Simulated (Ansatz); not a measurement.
# Geometry relaxation, with input and output: ZnSe

- system: ZnSe (Fm-3m, 2 atoms in the cell)
- method: DFT, r2SCAN, plane waves, PAW, no spin polarisation (Ansatz 0.2.0)

The structure was built on a prototype by a generator. The geometry comes from this level: PBE. Figures and captions count atoms from 1; the log counts them from 0 in places.

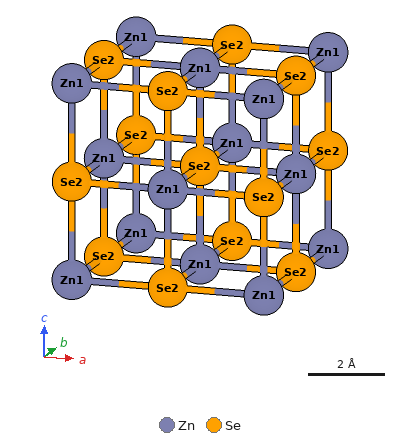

Figure 1. The input geometry (ball-and-stick view of the cell 4 times as large as that of the calculation, set on its symmetry axes, seen slightly off an axis; atoms are numbered from 1 in the order of the input). An atom can appear more than once, as a periodic image.

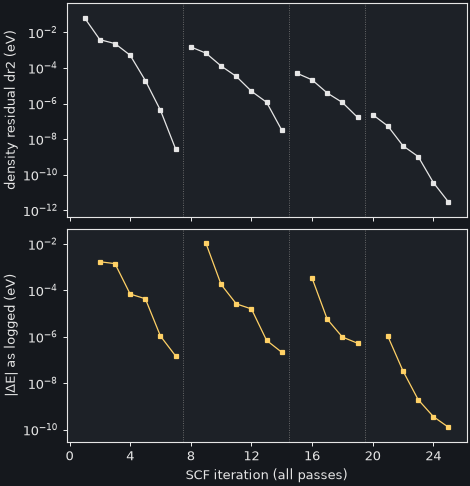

Figure 2. Convergence of the self-consistent field: density residual dr2 and size of the energy change against the SCF iteration. The dotted lines part the SCF passes of the relaxation: geometry steps, rejected trials and re-solves on a re-selected basis. The passes take 7, 7, 5 and 6 iterations.

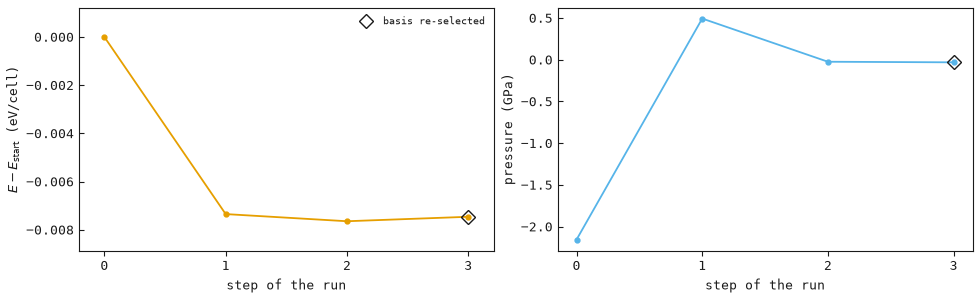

Figure 3. Progress of the relaxation, step by step (the first geometry is step 0 here and step 1 in the log).

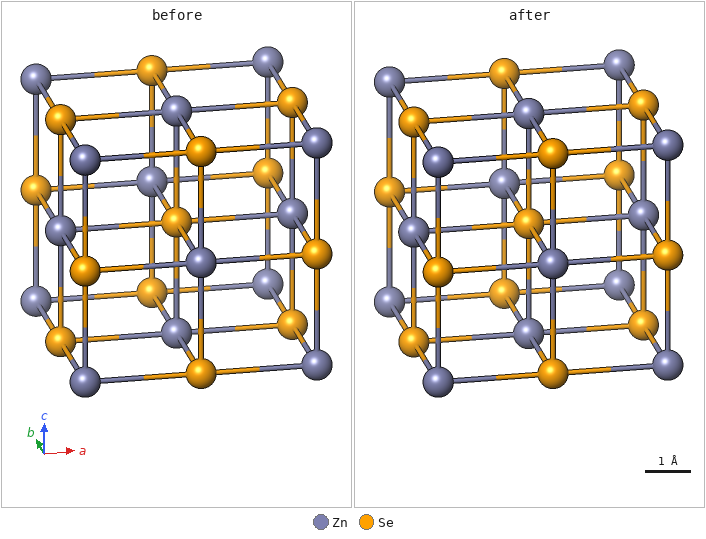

Figure 4. Before (left) and after (right) the relaxation, at one scale (ball-and-stick view of the cell 4 times as large as that of the calculation, set on its symmetry axes, seen at an oblique angle). The atoms keep their places relative to the cell (all moves are under 0.005 Å). The drawn cell changes as follows: a = b = c 5.367 → 5.318 Å (−0.9 %); the volume changes by −2.8 %. Distances before and after: Zn1–Se2 2.684 → 2.659 Å. The space group stays Fm-3m (No. 225). After 2 geometry steps the energy has fallen by 7.6 meV per cell of the calculation. All forces vanish by symmetry, so only the cell relaxes. Pressure: −2.16 GPa at the start and −0.03 GPa at the end. A last SCF at the same geometry on a re-selected plane-wave basis shifts the energy by +0.2 meV per cell of the calculation. (Atoms are counted from 1 in the order of the input.)

These pictures come from the run below.

### The input
```yaml
crystal:
  lattice:
    - [0.0, 2.6836656618, 2.6836656618]
    - [2.6836656618, 0.0, 2.6836656618]
    - [2.6836656618, 2.6836656618, 0.0]
  atoms:
    - { symbol: Zn, position: [0.0, 0.0, 0.0] }
    - { symbol: Se, position: [0.5, 0.5, 0.5] }
kpoints:
  mp_grid: { grid: [8, 8, 8] }
hamiltonian:
  xc: r2scan
scf:
  occupations: { method: fermi_dirac, width: 0.02 }
relax:
  f_tol: 0.005
  cell: {}
```

Run as:
```bash
ansatz run input.yaml --threads 2 --pin off --max-ram 2211MiB --backend cpu --events-out ev --progress --plain --runs-dir out
```

### The program's output
```
Engine: ansatz 0.2.0, aarch64-unknown-linux-gnu
Pseudopotentials: kind: paw
Pseudopotential: Zn, paw, valence charge 12, recommended cutoff 500 eV (meta_gga), Zn.paw.azcp
Pseudopotential: Se, paw, valence charge 16, recommended cutoff 500 eV (meta_gga), Se.paw.azcp
Functional definition: r2SCAN
  parameter k0 = 0.174
  parameter k1 = 0.065
  parameter a1 = 4.9479
  exchange = r2scan_x(k0 = k0, k1 = k1, a1 = a1)
  correlation = r2scan_c
Crystal: 2 atoms, lattice volume = 38.656 Å³
Basis set: ecut = 500 eV, 941 PW (Γ), exchange–correlation on 120×120×120 points (64 copies of the dense FFT grid, shifted against one another)
Bands: 18, of which v1, the nominal top of the filled ones, is band 14 counted from 1 (13 counted from 0)
Symmetry: 48 space group operations
Space group: Fm-3m (ITA 225), of the structure as read, at distance tolerance 3.4e-5 Å
k-points: 29 of 512
Non-local potential: Zn, projectors of the file, l = 0: 2, l = 1: 2, l = 2: 3, l = 3: 1
Non-local potential: Se, projectors of the file, l = 0: 2, l = 1: 2, l = 2: 3, l = 3: 1
PAW form: soft (Blöchl's): semilocal exchange-correlation on the pseudo side does not see the compensation charge
PAW frozen core: Zn, regenerated for the run's functional (the file was generated under x = pbe(κ = 0.804, μ = 0.2195149727645171), c = pbe(β = 0.06672455060314922))
PAW frozen core: Se, regenerated for the run's functional (the file was generated under x = pbe(κ = 0.804, μ = 0.2195149727645171), c = pbe(β = 0.06672455060314922))
PAW one-centre angular grid: Zn, 590 points (default); XC on 261 of its mesh's 2673 points in the sphere
PAW one-centre angular grid: Se, 590 points (default); XC on 160 Gauss nodes
Initial density: superposition of atomic densities (neutral atoms: chi_scale 0, normalization atom), corrected by the library's trained network
Initial wavefunctions: pseudopotential atomic-orbital guess
Functional: x = r2scan, c = r2scan; τ floored in thin density (d = 2e-4 eV/Å³)
SCF iter   1: F=—  HF=-8804.856358 eV  |F-HF|=—  |Δ(HF+E_count)|=         —  Δρ=1.79e-2  dr2=6.41e-2  dr2_τ=4.80e-3  ethr=1.77e-3  ⟨swp⟩=5.8  Hψ=2626  notcnv=0
preconditioner: auto → none  [insulator: Δε(μ)=0.276 eV  Ē_g=12.804 eV  σ=0.020 eV  W_gap=0.88  n_scr=14 (ndim 8)  ℏωp=25.3 eV  f_vac=0.004  D(μ)=0.51/eV (n_scr^D=0)  ε∞_Penn≈4.9]
SCF iter   2: F=—  HF=-8804.854637 eV  |F-HF|=—  |Δ(HF+E_count)|=   1.72e-3  Δρ=2.77e-3  dr2=3.90e-3  dr2_τ=2.87e-4  ethr=2.29e-4  ⟨swp⟩=2.1  Hψ=1113  notcnv=0
SCF iter   3: F=—  HF=-8804.853222 eV  |F-HF|=—  |Δ(HF+E_count)|=   1.42e-3  Δρ=3.73e-3  dr2=2.35e-3  dr2_τ=2.74e-5  ethr=1.39e-5  ⟨swp⟩=2.1  Hψ=874  notcnv=0
SCF iter   4: F=—  HF=-8804.853153 eV  |F-HF|=—  |Δ(HF+E_count)|=   6.95e-5  Δρ=1.48e-3  dr2=5.20e-4  dr2_τ=7.96e-6  ethr=8.38e-6  ⟨swp⟩=2.9  Hψ=1095  notcnv=0
SCF iter   5: F=—  HF=-8804.853109 eV  |F-HF|=—  |Δ(HF+E_count)|=   4.38e-5  Δρ=3.14e-4  dr2=1.97e-5  dr2_τ=1.16e-7  ethr=1.86e-6  ⟨swp⟩=2.2  Hψ=918  notcnv=0
SCF iter   6: F=—  HF=-8804.853110 eV  |F-HF|=—  |Δ(HF+E_count)|=   1.07e-6  Δρ=4.62e-5  dr2=4.15e-7  dr2_τ=3.60e-9  ethr=7.05e-8  ⟨swp⟩=2.7  Hψ=782  notcnv=0
SCF iter   7: F=-8804.853110 eV  HF=-8804.853110 eV  |F-HF|=8.13e-9  |Δ(HF+E_count)|=   1.49e-7  Δρ=3.66e-6  dr2=2.77e-9  dr2_τ=3.76e-11  ethr=3.57e-10  ⟨swp⟩=4.6  Hψ=1930  notcnv=0
SCF 1 converged in 7 iterations: F = -8804.853110 eV  dr2 = 2.77e-9
  greatest PAW one-centre occupation: 1.000 electrons in one spin orbital (limit 2), on the Se atom at site 1 (counted from 0), in its partial waves of l = 2
relax step   1: F+E_penalty+E_count = -8804.85311016 eV  Δ(F+E_penalty+E_count) = +0.000e0 eV  max|allowed force component| = 8.447e-30 eV/Å  Δτ_max = 0.0000 Å  P = -2.156 GPa  Ω = 38.656 Å³  (7 SCF iters, dr2 threshold 1.00e-7 eV, accepted)
Crystal: 2 atoms, lattice volume = 37.354 Å³
Initial density: handed on by an earlier stage of this run
Initial wavefunctions: those handed on with the density
iter 1 solved again at ethr=5.47e-6 eV; its pass at ethr=3.10e-3 eV (dr2=1.53e-3 eV) is discarded
SCF iter   1: F=—  HF=-8804.849972 eV  |F-HF|=—  |Δ(HF+E_count)|=         —  Δρ=1.53e-3  dr2=1.52e-3  dr2_τ=2.57e-3  ethr=5.47e-6  ⟨swp⟩=1.7  Hψ=3021  notcnv=0
automatic band count: iteration 1 solves 17 bands in place of 18: the levels show a gap, and the empty bands left out lie too high to hold charge; the band table lists the bands solved (type scf.n_extra_bands for more)
preconditioner: auto → none  [insulator: Δε(μ)=0.130 eV  Ē_g=11.981 eV  σ=0.020 eV  W_gap=0.86  n_scr=14 (ndim 8)  ℏωp=25.8 eV  f_vac=0.001  D(μ)=0.53/eV (n_scr^D=0)  ε∞_Penn≈5.6]
SCF iter   2: F=—  HF=-8804.860629 eV  |F-HF|=—  |Δ(HF+E_count)|=   1.07e-2  Δρ=1.25e-3  dr2=6.83e-4  dr2_τ=2.72e-5  ethr=5.44e-6  ⟨swp⟩=2.1  Hψ=845  notcnv=0
SCF iter   3: F=—  HF=-8804.860448 eV  |F-HF|=—  |Δ(HF+E_count)|=   1.80e-4  Δρ=6.04e-4  dr2=1.29e-4  dr2_τ=9.42e-7  ethr=2.44e-6  ⟨swp⟩=2.0  Hψ=804  notcnv=0
SCF iter   4: F=—  HF=-8804.860475 eV  |F-HF|=—  |Δ(HF+E_count)|=   2.63e-5  Δρ=4.39e-4  dr2=3.36e-5  dr2_τ=9.37e-7  ethr=4.61e-7  ⟨swp⟩=2.0  Hψ=755  notcnv=0
SCF iter   5: F=—  HF=-8804.860459 eV  |F-HF|=—  |Δ(HF+E_count)|=   1.59e-5  Δρ=1.05e-4  dr2=4.93e-6  dr2_τ=9.12e-8  ethr=1.20e-7  ⟨swp⟩=2.0  Hψ=690  notcnv=0
SCF iter   6: F=—  HF=-8804.860458 eV  |F-HF|=—  |Δ(HF+E_count)|=   7.01e-7  Δρ=5.74e-5  dr2=1.18e-6  dr2_τ=2.31e-8  ethr=1.76e-8  ⟨swp⟩=2.7  Hψ=699  notcnv=0
SCF iter   7: F=-8804.860458 eV  HF=-8804.860458 eV  |F-HF|=2.68e-8  |Δ(HF+E_count)|=   2.16e-7  Δρ=7.21e-6  dr2=3.21e-8  dr2_τ=7.46e-10  ethr=7.14e-10  ⟨swp⟩=3.0  Hψ=2103  notcnv=0
SCF 2 converged in 7 iterations: F = -8804.860458 eV  dr2 = 3.21e-8
relax step   2: F+E_penalty+E_count = -8804.86045771 eV  Δ(F+E_penalty+E_count) = -7.348e-3 eV  max|allowed force component| = 1.262e-29 eV/Å  Δτ_max = 0.0000 Å  P = +0.493 GPa  Ω = 37.354 Å³  energy of the carried Pulay correction = +2.484e-4 eV  (7 SCF iters, dr2 threshold 2.00e-7 eV, accepted)
Crystal: 2 atoms, lattice volume = 37.589 Å³
iter 1 solved again at ethr=2.01e-7 eV; its pass at ethr=3.10e-3 eV (dr2=5.64e-5 eV) is discarded
SCF iter   1: F=—  HF=-8804.860422 eV  |F-HF|=—  |Δ(HF+E_count)|=         —  Δρ=2.82e-4  dr2=5.06e-5  dr2_τ=8.94e-5  ethr=2.01e-7  ⟨swp⟩=2.0  Hψ=2853  notcnv=0
automatic band count: iteration 1 solves 17 bands in place of 18: the levels show a gap, and the empty bands left out lie too high to hold charge; the band table lists the bands solved (type scf.n_extra_bands for more)
preconditioner: auto → none  [insulator: Δε(μ)=0.222 eV  Ē_g=11.925 eV  σ=0.020 eV  W_gap=0.88  n_scr=14 (ndim 8)  ℏωp=25.7 eV  f_vac=0.003  D(μ)=0.51/eV (n_scr^D=0)  ε∞_Penn≈5.6]
SCF iter   2: F=—  HF=-8804.860760 eV  |F-HF|=—  |Δ(HF+E_count)|=   3.38e-4  Δρ=2.25e-4  dr2=2.15e-5  dr2_τ=8.55e-7  ethr=1.81e-7  ⟨swp⟩=2.0  Hψ=841  notcnv=0
SCF iter   3: F=—  HF=-8804.860754 eV  |F-HF|=—  |Δ(HF+E_count)|=   5.74e-6  Δρ=1.06e-4  dr2=3.91e-6  dr2_τ=2.85e-8  ethr=7.66e-8  ⟨swp⟩=2.0  Hψ=723  notcnv=0
SCF iter   4: F=—  HF=-8804.860755 eV  |F-HF|=—  |Δ(HF+E_count)|=   9.76e-7  Δρ=7.96e-5  dr2=1.15e-6  dr2_τ=3.21e-8  ethr=1.40e-8  ⟨swp⟩=2.0  Hψ=755  notcnv=0
SCF iter   5: F=-8804.860755 eV  HF=-8804.860755 eV  |F-HF|=8.28e-8  |Δ(HF+E_count)|=   5.30e-7  Δρ=1.95e-5  dr2=1.68e-7  dr2_τ=3.12e-9  ethr=7.14e-10  ⟨swp⟩=3.1  Hψ=2084  notcnv=0
SCF 3 converged in 5 iterations: F = -8804.860755 eV  dr2 = 1.68e-7
relax step   3: F+E_penalty+E_count = -8804.86075471 eV  Δ(F+E_penalty+E_count) = -2.970e-4 eV  max|allowed force component| = 7.034e-30 eV/Å  Δτ_max = 0.0000 Å  P = -0.024 GPa  Ω = 37.589 Å³  energy of the carried Pulay correction = +2.028e-4 eV  (5 SCF iters, dr2 threshold 2.00e-7 eV, accepted)
Initial wavefunctions: pseudopotential atomic-orbital guess (no wavefunctions were taken with the density)
iter 1 solved again at ethr=5.57e-8 eV; its pass at ethr=3.10e-3 eV (dr2=1.56e-5 eV) is discarded
SCF iter   1: F=—  HF=-8804.860571 eV  |F-HF|=—  |Δ(HF+E_count)|=         —  Δρ=3.04e-5  dr2=2.37e-7  dr2_τ=7.69e-8  ethr=5.57e-8  ⟨swp⟩=2.6  Hψ=3911  notcnv=0
preconditioner: auto → none  [insulator: Δε(μ)=0.209 eV  Ē_g=12.809 eV  σ=0.020 eV  W_gap=0.88  n_scr=14 (ndim 8)  ℏωp=25.7 eV  f_vac=0.003  D(μ)=0.51/eV (n_scr^D=0)  ε∞_Penn≈5.0]
SCF iter   2: F=—  HF=-8804.860570 eV  |F-HF|=—  |Δ(HF+E_count)|=   1.05e-6  Δρ=1.89e-5  dr2=5.43e-8  dr2_τ=5.50e-9  ethr=8.47e-10  ⟨swp⟩=2.0  Hψ=805  notcnv=0
SCF iter   3: F=—  HF=-8804.860570 eV  |F-HF|=—  |Δ(HF+E_count)|=   3.37e-8  Δρ=4.72e-6  dr2=4.18e-9  dr2_τ=4.07e-10  ethr=1.94e-10  ⟨swp⟩=2.1  Hψ=784  notcnv=0
SCF iter   4: F=—  HF=-8804.860570 eV  |F-HF|=—  |Δ(HF+E_count)|=   1.95e-9  Δρ=2.74e-6  dr2=1.05e-9  dr2_τ=9.81e-11  ethr=1.49e-11  ⟨swp⟩=2.0  Hψ=758  notcnv=0
SCF iter   5: F=—  HF=-8804.860570 eV  |F-HF|=—  |Δ(HF+E_count)|=  3.64e-10  Δρ=6.66e-7  dr2=3.62e-11  dr2_τ=1.10e-11  ethr=3.74e-12  ⟨swp⟩=2.0  Hψ=740  notcnv=0
SCF iter   6: F=-8804.860570 eV  HF=-8804.860570 eV  |F-HF|=7.28e-12  |Δ(HF+E_count)|=  1.26e-10  Δρ=1.63e-7  dr2=2.92e-12  dr2_τ=6.80e-13  ethr=1.00e-12  ⟨swp⟩=5.1  Hψ=2246  notcnv=0
SCF 4 converged in 6 iterations: F = -8804.860570 eV  dr2 = 2.92e-12
relax step   4: F+E_penalty+E_count = -8804.86056968 eV  Δ(F+E_penalty+E_count) = +1.850e-4 eV  max|allowed force component| = 2.531e-30 eV/Å  Δτ_max = 0.0000 Å  P = -0.031 GPa  Ω = 37.589 Å³  stress off target by 3.12e-2 GPa  SCF on the basis re-selected at this cell (its energy is not comparable with the rows above)  (6 SCF iters)
basis re-selected at this cell: Δ(F+E_penalty+E_count) = +1.850e-4 eV, ΔP = -0.007 GPa vs the last step (what re-selecting the basis moved, of the pressure what is left beyond the Pulay correction that the steps carried, after the strain that the cell walked since its last selection, with what the two solves' SCF thresholds leave and, on support functions, any second-order correction that the steps lacked; it is no measure of the basis error at this ecutwfc). This SCF's stress stands 3.12e-2 GPa from its target on what of the cell is left free (relax.cell.stress_tol is 5.00e-2 GPa) and its largest allowed force component is 2.53e-30 eV/Å (relax.f_tol is 5.00e-3 eV/Å): within both
SCF converged after 6 iterations
Free energy (F): -8804.860570 eV
Harris-Foulkes:  -8804.860570 eV  (|F-HF|=7.28e-12)
Internal energy: -8804.859858 eV  (E = F + TS)
E sigma→0 (E₀):  -8804.860214 eV
Entropy (-TS):   -0.000712 eV (-0.356 meV/atom)
Fermi energy:    9.419704 eV
--- Per-component energies (eV) ---
  E_band       = -326.591369
  E_kinetic    = 249.987258
  E_local      = -3814.353189  (includes V_loc(G=0)·N_el)
  E_nonlocal   = 25.060617
  E_hartree    = 1785.775559
  E_xc         = -221.875688
  E_vxc        = -158.406363  (∫ρ·V_xc dr)
  E_paw        = -3777.793659  (= ΣΔE_a)
  E_vpaw       = -208.172097  (= ΣTr[D̂ρ^β])
  E_aug_tail   = -0.000257  (compensation charges beyond the density's cutoff)
  E_vtau       = 7.741585  (kinetic-family band-sum trace: ∫τ·v_τ [+ j·A + Jᵃ·Aᵃ] dr)
  E_ewald      = -3049.713110
  E_core_change = -1.947389  (= ΣΔE_core)
  E_smearing   = -0.000712  (= −TS)
  E_closure    = 0.000000  (closes the sum)
  Σ components = -8804.860570   (vs F -8804.860570, Δ=0.00e0)
--- Forces (eV/Å), atoms counted from 1 ---
  atom   1  Zn    -0.00000000     0.00000000    -0.00000000
  atom   2  Se     0.00000000     0.00000000     0.00000000
  max |Σ_I F_I| component: 4.70e-30 eV/Å
--- Stress (GPa, compression-positive) ---
       -0.031176      -0.000000       0.000000
       -0.000000      -0.031176      -0.000000
       -0.000000      -0.000000      -0.031176
  P = ⅓ Tr σ = -0.0312 GPa (-0.312 kbar)
--- Relaxed structure (3 steps of the walk, 3 accepted, 1 SCFs on fresh bases) ---
  F+E_penalty+E_count = -8804.86056968 eV   max|allowed force component| = 2.531e-30 eV/Å   (the final SCF, on the basis selected at the relaxed cell)
  cell:  # Å, volume = 37.5895 Å³
    - [-2.8024546180925743e-34, 2.658757791958227, 2.658757791958227]
    - [2.658757791958227, -1.273843008223896e-35, 2.658757791958227]
    - [2.658757791958227, 2.658757791958227, 8.916901057567283e-35]
  atoms:
    - { symbol: Zn, position: [-6.727959255707538e-36, 7.475510284131045e-36, 7.475510284135124e-36] }
    - { symbol: Se, position: [0.5, 0.5, 0.5] }
```

### Trajectory as extended XYZ (Å, eV, eV/Å), 4 frames, from step=1 to step=4
```
2
Lattice="0.0000 2.6837 2.6837 2.6837 0.0000 2.6837 2.6837 2.6837 0.0000" Properties=species:S:1:pos:R:3:forces:R:3 step=1 energy=-8804.85311 pressure_GPa=-2.16
Zn    0.0000    0.0000    0.0000    0.0000   0.0000   0.0000
Se    2.6837    2.6837    2.6837    0.0000   0.0000   0.0000
2
Lattice="0.0000 2.6532 2.6532 2.6532 0.0000 2.6532 2.6532 2.6532 0.0000" Properties=species:S:1:pos:R:3:forces:R:3 step=2 energy=-8804.86046 pressure_GPa=0.49
Zn    0.0000    0.0000    0.0000    0.0000   0.0000   0.0000
Se    2.6532    2.6532    2.6532    0.0000   0.0000   0.0000
2
Lattice="0.0000 2.6588 2.6588 2.6588 0.0000 2.6588 2.6588 2.6588 0.0000" Properties=species:S:1:pos:R:3:forces:R:3 step=3 energy=-8804.86075 pressure_GPa=-0.02
Zn    0.0000    0.0000    0.0000    0.0000   0.0000   0.0000
Se    2.6588    2.6588    2.6588    0.0000   0.0000   0.0000
2
Lattice="0.0000 2.6588 2.6588 2.6588 0.0000 2.6588 2.6588 2.6588 0.0000" Properties=species:S:1:pos:R:3:forces:R:3 step=4 energy=-8804.86057 pressure_GPa=-0.03
Zn    0.0000    0.0000    0.0000    0.0000   0.0000   0.0000
Se    2.6588    2.6588    2.6588    0.0000   0.0000   0.0000
```

### Results in brief

| quantity | value |
| --- | --- |
| outcome | converged |
| space group (tolerance 0.01 Å) | Fm-3m (225) |
| electrons treated | 28 |
| free energy | −8804.8606 eV |
| Fermi energy | 9.420 eV |
| pressure | −0.03 GPa |
| final volume | 37.59 Å³ |
| largest force (length of the vector) at the end | under 0.001 eV/Å |
| final cell | a = 3.760 Å, b = 3.760 Å, c = 3.760 Å, α = 60.00°, β = 60.00°, γ = 60.00° |
| hardware | 2 threads of Arm Neoverse V1, 24 GiB of memory available, shared host |
| wall time | 6.9 s (CPU time 13 s) |
| peak memory | 0.45 GiB |
